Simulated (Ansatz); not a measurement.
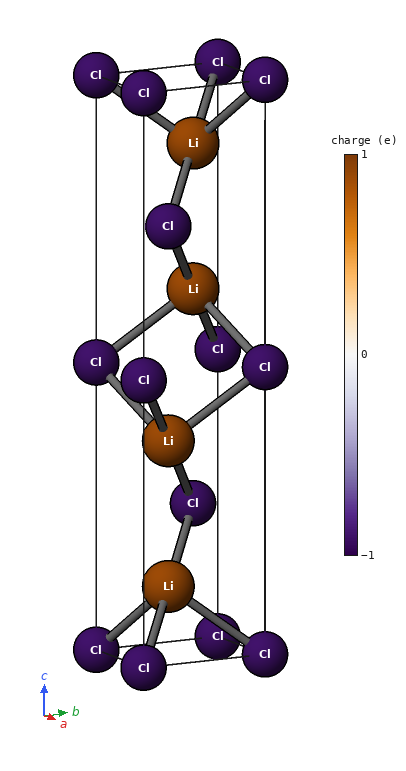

The structure above is drawn in ball-and-stick style and viewed slightly off an axis. The edges of the simulation cell are marked. The atoms of this LiCl cell are coloured by their Bader charge.

All computed values are from DFT PBE, scalar-relativistic, plane waves, PAW (Ansatz). Settings: plane-wave cutoff 420 eV, Brillouin-zone sampling on a 6×6×2 mesh, Gaussian smearing of 0.02 eV, no spin polarisation.

**What charges do the elements carry?**

Most positive: Li; most negative: Cl. Charges: about Li +0.9 e; Cl -0.9 e. The transfer is large, as in an ionic solid.

The structure was taken from a structure type filled with these elements by a generator (whether the compound takes this form wasn't checked). Earlier steps of the study may have refined or changed the cell and positions. It went into a calculation with Ansatz.
